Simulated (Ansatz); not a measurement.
SiC: band-structure calculation

SiC (4 atoms in the cell), computed with DFT HSE06, scalar-relativistic, plane waves, PAW, no spin polarisation (Ansatz 0.2.0).

The structure derives from an entry of the Crystallography Open Database. Figures and captions count atoms from 1; the log counts them from 0 in places.

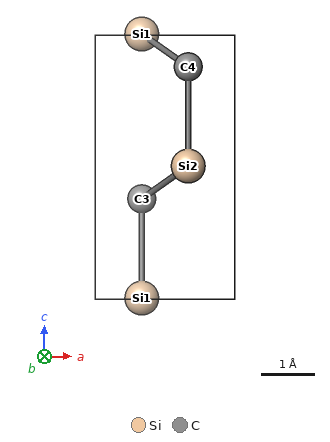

*The structure (ball-and-stick view of the cell of the calculation, along the b axis; atoms are numbered from 1 in the order of the input).*

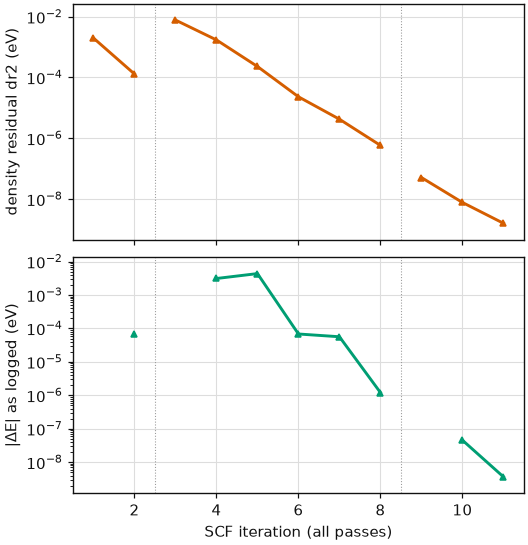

*Convergence of the self-consistent field: density residual dr2 and size of the energy change against the SCF iteration. The run starts with a semilocal functional; after that each stretch between dotted lines is one SCF of the hybrid functional between two exact rebuilds of the exchange operator by the outer loop. Early passes are stopped at a loose threshold.*

The passes take 2, 6 and 3 iterations.

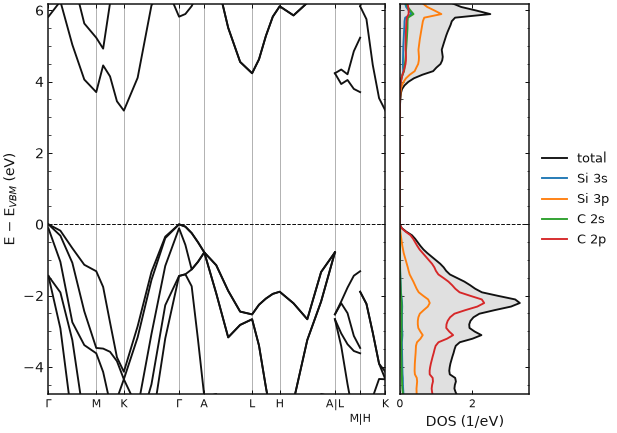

*Band structure along Γ–M–K–Γ–A–L–H–A|L–M|H–K and density of states (projected on Löwdin-orthogonalised atomic shells), with energies from the valence-band top.*

There is a gap of 3.19 eV on this path, indirect, from Γ to K.

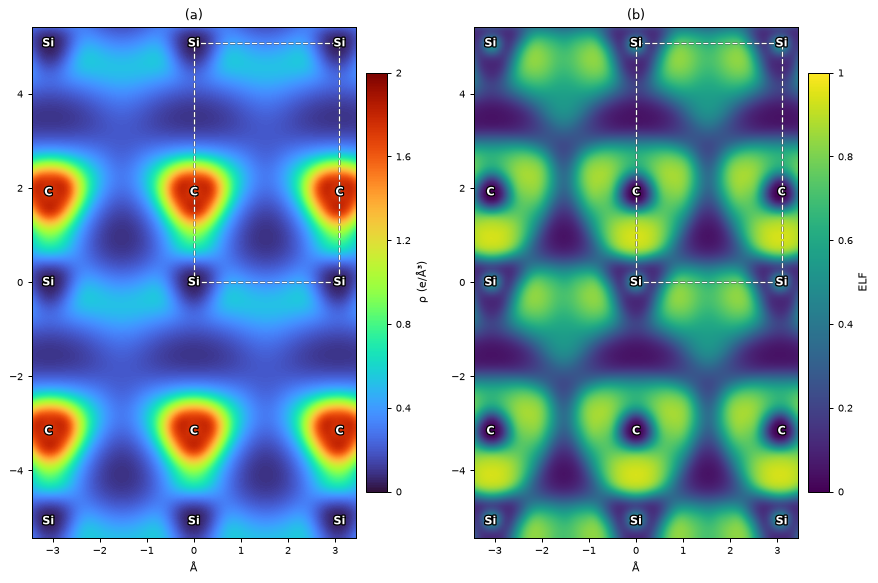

*(a) valence electron density; (b) ELF on the (010) plane of the conventional cell.*

Atoms in the plane: Si and C. Si–C (1.91 Å): ρ is about 0.87 e/Å³ halfway; the ELF peaks at about 0.95 between the atoms (a covalent bond). Away from the nuclei the density in this plane falls to 0.09 e/Å³ at its lowest. In a PAW calculation such maps are meaningful between the atoms, not at the nuclei.

The input that produced these results follows, with the program's output.

## The input
```yaml
crystal:
  lattice:
    - [3.0917665529, 0.0, 0.0]
    - [-1.5458832765, 2.6775483774, 0.0]
    - [0.0, 0.0, 5.0740210532]
  atoms:
    - { symbol: Si, position: [0.3333333333, 0.6666666667, 0.0045635119] }
    - { symbol: Si, position: [0.6666666667, 0.3333333333, 0.5045635119] }
    - { symbol: C, position: [0.3333333333, 0.6666666667, 0.3804364881] }
    - { symbol: C, position: [0.6666666667, 0.3333333333, 0.8804364881] }
basis:
  ecutwfc: 420
kpoints:
  mp_grid: { grid: [6, 6, 4] }
  band_path:
    path:
      - [[0.0, 0.0, 0.0], [0.5, 0.0, 0.0], [0.33333333, 0.33333333, 0.0], [0.0, 0.0, 0.0], [0.0, 0.0, 0.5], [0.5, 0.0, 0.5], [0.33333333, 0.33333333, 0.5], [0.0, 0.0, 0.5]]
      - [[0.5, 0.0, 0.5], [0.5, 0.0, 0.0]]
      - [[0.33333333, 0.33333333, 0.5], [0.33333333, 0.33333333, 0.0]]
    npoints: 4
hamiltonian:
  xc: hse06
scf:
  occupations: { method: gaussian, width: 0.02 }
output:
  forces: true
  stress: true
  eigenvalues: true
  populations: true
  dos: { projected: true, de: 0.02 }
  bader: false
  write_density: true
  write_potential: true
  elf: true
  volumetric_format: npy
```

Run as:
```bash
ansatz run input.yaml --threads 2 --pin off --max-ram 5120MiB --backend cpu --events-out ev --progress --plain --runs-dir out
```

## The program's output
```
Warning: output.stress: scf.convergence.dr2_threshold = 1e-7 eV (the SCF's general default) is looser than the 4e-10 eV advised for a printed stress (1e-10 eV for each atom of the cell: 4). What an SCF threshold leaves in a stress goes as its square root, and in the free energy as the threshold itself, and one threshold admits the most on a small cell: of the crystals measured, under no hybrid functional and no lock of the moments, on runs that ended without the residual-converged pass, on stresses that held no estimate of that error, the worst erred by over 100 MPa in a component at 1e-7 eV an atom and by under 5 at 1e-10. Set scf.convergence.dr2_threshold to 4e-10 eV or tighter. The threshold is an SCF's pass mark: one that does not reach it within its budget of iterations ends unconverged, or closes short of it on a stop that the run arms, and scf.convergence.dr2_threshold's page says what that costs each kind of run
Warning: output.stress: scf.exx.energy_threshold = 1e-6 eV is looser than the 4e-8 eV advised for a stress under a hybrid functional (1e-8 eV for each atom of the cell: 4). Every SCF of the exchange loop can meet its threshold on dr2 while the loop round them stops early: no threshold on dr2 bounds what that leaves in the stress. Set scf.exx.energy_threshold to 4e-8 eV or tighter. The threshold is the loop's pass mark: a loop that does not reach it within its budget of cycles ends unconverged, and scf.exx.energy_threshold's page has the law
Engine: ansatz 0.2.0, x86_64-unknown-linux-gnu
Pseudopotentials: kind: paw
Pseudopotential: Si, paw, valence charge 4, recommended cutoff 420 eV (normal), Si.paw.azcp
Pseudopotential: C, paw, valence charge 4, recommended cutoff 420 eV (normal), C.paw.azcp
Functional definition: HSE06
  parameter a = 0.25
  parameter omega = 0.11/bohr
  exchange = pbe_x - a*pbe_x_sr(omega) + a*exact_x_sr(omega)
  correlation = pbe_c
Crystal: 4 atoms, lattice volume = 42.005 Å³
Basis set: ecut = 420 eV, 809 PW (Γ), exchange–correlation on 48×48×72 points (8 copies of the dense FFT grid, shifted against one another)
Bands: 12, of which v1, the nominal top of the filled ones, is band 8 counted from 1 (7 counted from 0)
Symmetry: 12 space group operations
Space group: P63mc (ITA 186), of the structure as read, at distance tolerance 3.5e-5 Å
k-points: 21 of 144 (time reversal used)
Non-local potential: Si, projectors of the file, l = 0: 2, l = 1: 2, l = 2: 2
Non-local potential: C, projectors of the file, l = 0: 2, l = 1: 2, l = 2: 1
PAW form: soft (Blöchl's): semilocal exchange-correlation on the pseudo side does not see the compensation charge
PAW frozen core: Si, regenerated for the run's functional, and the local potential with it (the file was generated under x = pbe(κ = 0.804, μ = 0.2195149727645171), c = pbe(β = 0.06672455060314922))
PAW frozen core: C, regenerated for the run's functional, and the local potential with it (the file was generated under x = pbe(κ = 0.804, μ = 0.2195149727645171), c = pbe(β = 0.06672455060314922))
PAW one-centre angular grid: Si, 110 points (default); XC on 64 Gauss nodes
PAW one-centre angular grid: C, 110 points (default); XC on 64 Gauss nodes
Initial density: superposition of atomic densities (neutral atoms: chi_scale 0, normalization atom), corrected by the library's trained network
Initial wavefunctions: pseudopotential atomic-orbital guess
Functional: x = pbe(κ = 0.804, μ = 0.2195149727645171), c = pbe(β = 0.06672455060314922), warm-up for x = pbe(κ = 0.804, μ = 0.2195149727645171) + 0.25 (exact − pbe) at short range (hse, ω = 0.20786987370883472 Å⁻¹), c = pbe(β = 0.06672455060314922); HSE06 as pw.x's `hse` composes it (authors' and Libxc's form: `xc: wpbeh`)
SCF iter   1: F=—  HF=-1774.291862 eV  |F-HF|=—  |Δ(HF+E_count)|=         —  Δρ=2.21e-3  dr2=1.98e-3  ethr=1.77e-3  ⟨swp⟩=8.8  Hψ=1348  notcnv=0
preconditioner: auto → none  [insulator: Δε(μ)=2.279 eV  Ē_g=11.814 eV  σ=0.020 eV  W_gap=1.00  n_scr=2 (ndim 8)  ℏωp=22.9 eV  f_vac=0.000  D(μ)=0.00/eV (n_scr^D=0)]
iter 2 solved again at ethr=7.96e-7 eV; its pass at ethr=1.24e-5 eV (dr2=1.27e-4 eV) is discarded
SCF iter   2: F=-1774.291848 eV  HF=-1774.291793 eV  |F-HF|=5.58e-5  |Δ(HF+E_count)|=   6.96e-5  Δρ=7.78e-4  dr2=1.30e-4  ethr=7.96e-7  ⟨swp⟩=2.1  Hψ=1217  notcnv=0  defer=3
SCF 1 stopped early in 2 iterations: F = -1774.291848 eV  dr2 = 1.30e-4
  greatest PAW one-centre occupation: 0.643 electrons in one spin orbital (limit 2), on the C atom at site 3 (counted from 0), in its partial waves of l = 0
Initial density: handed on by an earlier stage of this run
Initial wavefunctions: those handed on with the density
Functional: x = pbe(κ = 0.804, μ = 0.2195149727645171) + 0.25 (exact − pbe) at short range (hse, ω = 0.20786987370883472 Å⁻¹), c = pbe(β = 0.06672455060314922); HSE06 as pw.x's `hse` composes it (authors' and Libxc's form: `xc: wpbeh`)
Exchange kernel: α = 0.2500, screened, ω = 0.2079 Å⁻¹, Wigner–Seitz truncation, v(0) = 1043.2530 eV·Å³, q-mesh 6×6×4, nearest image of the exchange supercell L = 18.55 Å, pair-density grid 15×15×24, without the augmentation charges, whose exchange is taken in its separable form by FFT convolution over the k-point mesh (sized by the pseudopotential files, 18×18×36 at the most), smooth part of the exact exchange by density-matrix convolution
Frozen-core exchange: fock
SCF iter   1: F=—  HF=-1775.552922 eV  |F-HF|=—  |Δ(HF+E_count)|=         —  Δρ=5.44e-3  dr2=7.75e-3  ethr=8.12e-6  ⟨swp⟩=6.9  Hψ=1250  notcnv=0
preconditioner: auto → none  [insulator: Δε(μ)=3.155 eV  Ē_g=13.582 eV  σ=0.020 eV  W_gap=1.00  n_scr=2 (ndim 8)  ℏωp=22.9 eV  f_vac=0.000  D(μ)=0.00/eV (n_scr^D=0)]
SCF iter   2: F=—  HF=-1775.549812 eV  |F-HF|=—  |Δ(HF+E_count)|=   3.11e-3  Δρ=2.51e-3  dr2=1.72e-3  ethr=8.12e-6  ⟨swp⟩=3.0  Hψ=654  notcnv=0
SCF iter   3: F=—  HF=-1775.554169 eV  |F-HF|=—  |Δ(HF+E_count)|=   4.36e-3  Δρ=7.26e-4  dr2=2.30e-4  ethr=7.96e-6  ⟨swp⟩=3.7  Hψ=656  notcnv=0  defer=4
SCF iter   4: F=—  HF=-1775.554101 eV  |F-HF|=—  |Δ(HF+E_count)|=   6.82e-5  Δρ=2.07e-4  dr2=2.32e-5  ethr=1.33e-6  ⟨swp⟩=3.0  Hψ=578  notcnv=0
SCF iter   5: F=—  HF=-1775.554157 eV  |F-HF|=—  |Δ(HF+E_count)|=   5.64e-5  Δρ=1.11e-4  dr2=4.25e-6  ethr=1.08e-7  ⟨swp⟩=4.0  Hψ=645  notcnv=0
SCF iter   6: F=-1775.554156 eV  HF=-1775.554156 eV  |F-HF|=3.56e-7  |Δ(HF+E_count)|=   1.21e-6  Δρ=2.85e-5  dr2=5.85e-7  ethr=2.47e-8  ⟨swp⟩=2.0  Hψ=443  notcnv=0
SCF 2 stopped early in 6 iterations: F = -1775.554156 eV  dr2 = 5.85e-7
  Residual-converged pass: ⟨swp⟩=4.0  Hψ=684  notcnv=0  max |occ|·‖R‖ = 6.6e-6 eV (tolerance 6.7e-6 eV)  dr2=5.47e-7  dr2_onsite=4.24e-9  max |Δocc| = 0.0e0
  greatest PAW one-centre occupation: 0.644 electrons in one spin orbital (limit 2), on the C atom at site 3 (counted from 0), in its partial waves of l = 0
hybrid outer 1: dexx = +5.416e-3 eV, tail = 5.71e-6 eV
Exchange kernel: α = 0.2500, screened, ω = 0.2079 Å⁻¹, Wigner–Seitz truncation, v(0) = 1043.2530 eV·Å³, q-mesh 6×6×4, nearest image of the exchange supercell L = 18.55 Å, pair-density grid 15×15×24, without the augmentation charges, whose exchange is taken in its separable form by FFT convolution over the k-point mesh (sized by the pseudopotential files, 18×18×36 at the most), smooth part of the exact exchange by density-matrix convolution
Frozen-core exchange: fock
SCF iter   1: F=—  HF=-1775.554115 eV  |F-HF|=—  |Δ(HF+E_count)|=         —  Δρ=1.63e-5  dr2=5.14e-8  ethr=1.78e-7  ⟨swp⟩=5.4  Hψ=713  notcnv=0
preconditioner: auto → none  [insulator: Δε(μ)=3.187 eV  Ē_g=13.592 eV  σ=0.020 eV  W_gap=1.00  n_scr=2 (ndim 8)  ℏωp=22.9 eV  f_vac=0.000  D(μ)=0.00/eV (n_scr^D=0)]
SCF iter   2: F=—  HF=-1775.554115 eV  |F-HF|=—  |Δ(HF+E_count)|=   4.57e-8  Δρ=7.91e-6  dr2=7.78e-9  ethr=3.01e-10  ⟨swp⟩=3.8  Hψ=657  notcnv=0  defer=7
SCF iter   3: F=-1775.554115 eV  HF=-1775.554115 eV  |F-HF|=1.23e-9  |Δ(HF+E_count)|=   3.67e-9  Δρ=3.84e-6  dr2=1.61e-9  ethr=4.08e-11  ⟨swp⟩=3.0  Hψ=513  notcnv=0  defer=13
SCF 3 converged in 3 iterations: F = -1775.554115 eV  dr2 = 1.61e-9
  Residual-converged pass: ⟨swp⟩=3.1  Hψ=590  notcnv=0  max |occ|·‖R‖ = 6.2e-7 eV (tolerance 6.3e-7 eV)  dr2=1.61e-9  dr2_onsite=1.23e-10  max |Δocc| = 0.0e0
hybrid outer 2: dexx = +4.493e-8 eV, tail = 4.50e-9 eV, Δε = 7.25e-4 eV (about 2.38e-5 eV left of the loop's levels), ΔF = 3.53e-4 eV/Å (tail 1.42e-4)
NSCF: frozen V_eff on 39 k-points
hybrid SCF converged: 2 outer / 9 inner (+2 warm-up), last move |dexx| = 4.49e-8 eV, tail = 4.50e-9 eV
Stability not checked: this state was not tested for a lower state beside it, because the functional holds exact exchange (a hybrid, or Hartree-Fock), whose exchange loop this test does not read (fock_operator; see scf.lower_state_search)
Free energy (F): -1775.554115 eV
Frozen-core exchange: fock
Harris-Foulkes:  -1775.554115 eV  (|F-HF|=1.23e-9)
Internal energy: -1775.554115 eV  (E = F + TS)
E sigma→0 (E₀):  -1775.554115 eV
Fermi energy:    10.449344 eV
--- Per-component energies (eV) ---
  E_band       = 36.118079
  E_kinetic    = 269.966533
  E_local      = -210.181293  (includes V_loc(G=0)·N_el)
  E_nonlocal   = 100.665622
  E_hartree    = 65.518482
  E_xc         = -171.080081
  E_vxc        = -176.239577  (∫ρ·V_xc dr)
  E_exx        = -30.277207  (= α·E_x^exact, valence–valence)
  E_paw        = -1234.086483  (= ΣΔE_a)
  E_vpaw       = -18.575589  (= ΣTr[D̂ρ^β])
  E_aug_tail   = 0.000025  (compensation charges beyond the density's cutoff)
  E_ewald      = -565.927041
  E_core_change = -0.152669  (= ΣΔE_core)
  E_smearing   = -0.000000  (= −TS)
  E_closure    = -0.000002  (closes the sum)
  Σ components = -1775.554115   (vs F -1775.554115, Δ=2.27e-13)
--- Forces (eV/Å), atoms counted from 1 ---
  atom   1  Si    -0.00000000    -0.00000000    -0.01787967
  atom   2  Si     0.00000000     0.00000000    -0.01787967
  atom   3  C      0.00000000    -0.00000000     0.01786113
  atom   4  C      0.00000000     0.00000000     0.01786113
  max |Σ_I F_I| component: 3.71e-5 eV/Å
--- Stress (GPa, compression-positive) ---
       -4.573992      -0.000000       0.000000
       -0.000000      -4.573992       0.000000
        0.000000       0.000000      -4.892753
  P = ⅓ Tr σ = -4.6802 GPa (-46.802 kbar)
--- Band table (eV; the first three rows and the last of 21) ---
  k-point 0: bands = ["-8.1760", "-4.3913", "-0.5764", "7.4072", "7.4072", "8.7442", "8.8558", "8.8558", "14.6766", "16.1484", "16.6543", "16.6543"]
  k-point 1: bands = ["-7.8494", "-5.4519", "1.0325", "7.1193", "7.5905", "7.5905", "8.6101", "8.6101", "14.9733", "16.7849", "16.7849", "16.9975"]
  k-point 2: bands = ["-6.8951", "-6.8951", "4.0270", "4.0270", "8.0698", "8.0698", "8.0698", "8.0698", "15.8260", "15.8260", "17.3844", "17.3844"]
  k-point 20: bands = ["-3.0922", "-3.0922", "0.4285", "0.4285", "2.8037", "2.8037", "6.9653", "6.9653", "14.9684", "14.9684", "16.0022", "16.0022"]
--- Löwdin populations: 4 sites ---
  site symbol       q [e]
     0     Si      2.9033
     1     Si      2.9033
     2      C      5.0146
     3      C      5.0146
  spilling = 0.010263 (of n_electrons = 16.000000)
```

## File populations.tsv
```
# site	symbol	l	j	q
# orbitals = lowdin
# n_electrons = 16.000000
# spilling = 0.010263
0	Si	0_3S	-	0.897171
0	Si	1_3P	-	2.006164
1	Si	0_3S	-	0.897171
1	Si	1_3P	-	2.006164
2	C	0_2S	-	1.162698
2	C	1_2P	-	3.851862
3	C	0_2S	-	1.162698
3	C	1_2P	-	3.851862
```

## Results in brief

| quantity | value |
| --- | --- |
| outcome | converged |
| space group (tolerance 0.01 Å) | P6₃mc (186) |
| electrons treated | 16 |
| free energy | −1775.5541 eV |
| Fermi energy | 10.449 eV |
| gap on the k-point mesh | 3.19 eV |
| gap on the band path | 3.19 eV |
| pressure | −4.68 GPa |
| largest force (length of the vector) | 0.018 eV/Å |
| hardware | 2 threads of Intel Xeon @ 2.50GHz (Skylake/Cascade Lake), 192 GiB of memory available, shared host |
| wall time | 5.1 min (CPU time 9.6 min) |
| peak memory | 0.93 GiB |

## Notes

Warnings of the run: the exchange loop's threshold is looser than advised for the stress; the SCF threshold is looser than advised for the printed stress.
